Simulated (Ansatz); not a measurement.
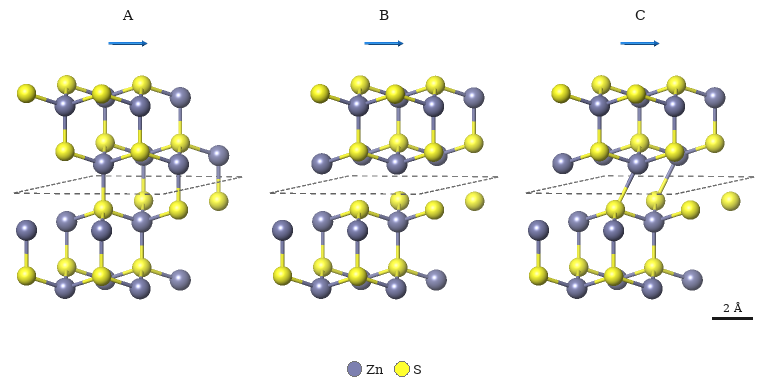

Crystalline ZnS (F-43m): the crystal above a cut along the (1 −1 1) plane of the conventional cell (between a plane of S below and one of Zn above, 2.34 Å apart) is slid rigidly by fractions of an in-plane lattice vector 3.82 Å long (a generalised stacking fault). One cut stands in each cell, which starts 9.4 Å high; nothing is relaxed, and the dashed outline marks the cut, the arrow on top the direction of slip. Style: ball-and-stick. Shown: the layers on both sides of the cut, from the side, nearly along the cut plane.

Theory: Ansatz 0.2.0, DFT LDA, scalar-relativistic, plane waves, PAW. (plane-wave cutoff 420 eV; k-point mesh 8 × 8 × 3; occupations gaussian; smearing width 0.05 eV; no spin polarisation). Energies (free energies at the smearing named) are counted from the cell as listed in its source, which wasn't relaxed.

**Rank the frames from lowest to highest energy.**

Lowest first: A (the slip 0.00, 0 mJ/m²), C (the slip 0.30, 578 mJ/m²), B (the slip 0.50, 1006 mJ/m²). Over the whole scan: the curve starts and ends at zero, since a full lattice vector restores the crystal. Its highest computed point is 1006 mJ/m² at slip 0.50, which the unstable stacking-fault energy of this rigid path equals or slightly exceeds. No local minimum shows among the points, so there is no metastable fault on this line. The path is symmetric about half-way. Relaxation across the fault would lower the values.
